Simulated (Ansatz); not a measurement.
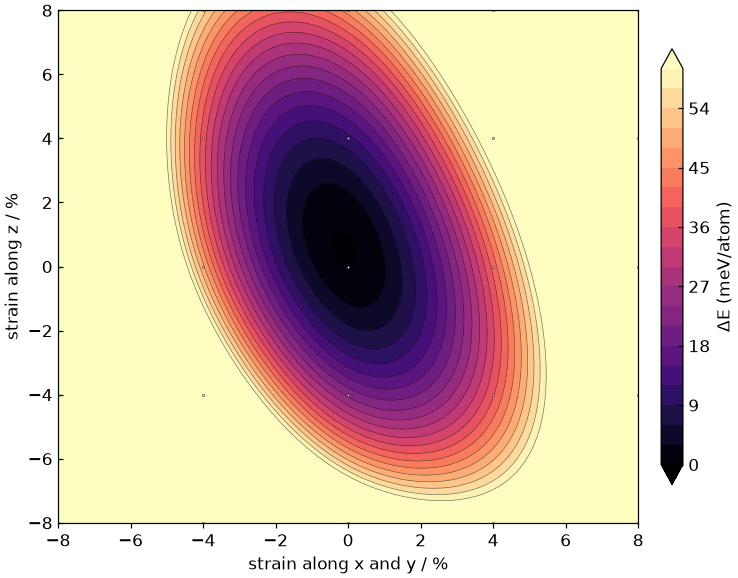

Cu (P6_3/mmc, No. 194; 2 atoms in the cell). The cell is strained homogeneously, by one strain along x and y and another along z, with fractional coordinates fixed (x along [1 0 0], z along [0 0 1] of the conventional cell). The first coordinate is: strain along x and y; the second: strain along z. The scan uses a 5 × 5 grid. Points are written as (first, second). Energies: meV/atom, counted from the lowest grid point. The reference cell is the one listed in the database, not relaxed at this level. These are results of DFT r2SCAN, scalar-relativistic, plane waves, PAW in Ansatz, not measurements. Settings: cutoff 500 eV, k-mesh 24×24×12 in the order of the run's cell vectors, gaussian smearing 0.15 eV, no spin polarisation.

Drawn: filled contours, dots at the grid points, one colour for all values above the top of the scale. Between grid points the surface is interpolated.

Q: Estimate the clamped-ion elastic constants that this map fixes.

A: With the cell volume of 22.9 Å³, the curvatures of the interpolated surface at its minimum give C₁₁ + C₂₂ + 2C₁₂ ≈ 780 GPa, C₃₃ ≈ 290 GPa and C₁₃ + C₂₃ ≈ 192 GPa (clamped ions, Cartesian axes of the cell). A stretch of 1 % along z with free sides (kept equal in x and y) would change the in-plane lengths by about −0.25 %.
